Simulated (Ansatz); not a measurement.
```xyz
5
Lattice="5.2912 0.0000 0.0000 0.0000 5.2912 0.0000 0.0000 0.0000 2.7907" Properties=species:S:1:pos:R:3 pbc="T T T"
Si    1.4478    3.8434    1.3953
Si    3.8434    1.4478    1.3953
Si    1.4478    1.4478    1.3953
Si    3.8434    3.8434    1.3953
Ru    0.0000    0.0000    0.0000
```

Space group P4/mmm; a generated structure, not necessarily the stable one; computed pressure about −4 GPa in this cell; computed without spin polarisation.

These are results of DFT PBEsol, scalar-relativistic, plane waves, PAW in Ansatz 0.2.0, not measurements.

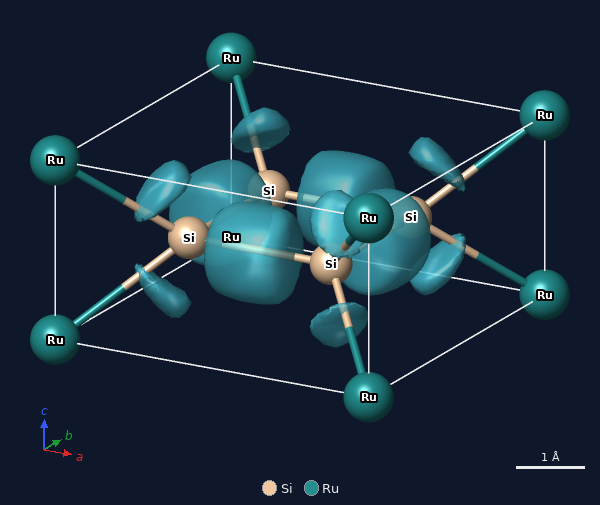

Si4Ru. Isosurface of the ELF at 0.7 (cyan), seen at an oblique angle. Only the valence region is drawn (cores and ρ < 0.01 e/Å³ removed). Sticks mark near contacts.

In a PAW calculation such maps are meaningful between the atoms, not at the nuclei.

Where are the electrons localised?

Answer. At this value the surface marks out four regions between bonded Si–Si atoms and eight regions wrapped around Si (the valence shell of each), counted in one cell of 5 atoms. Regions shared between cells count once.

Values along the shortest contacts:
Si–Si (2.40 Å): the ELF peaks at about 0.95 between the atoms. Si–Ru (2.48 Å): the ELF peaks at about 0.75 in the valence shell of Si, 0.9 Å from its nucleus, and is about 0.40 at the midpoint.

Metal or insulator at this level of theory?

Answer. It is metallic or semimetallic at this level of theory: no gap opens.

What Bader charges does the calculation give?

Answer. Electrons move from Si towards Ru. Bader charges: Si +0.25 and Ru −0.99 e.
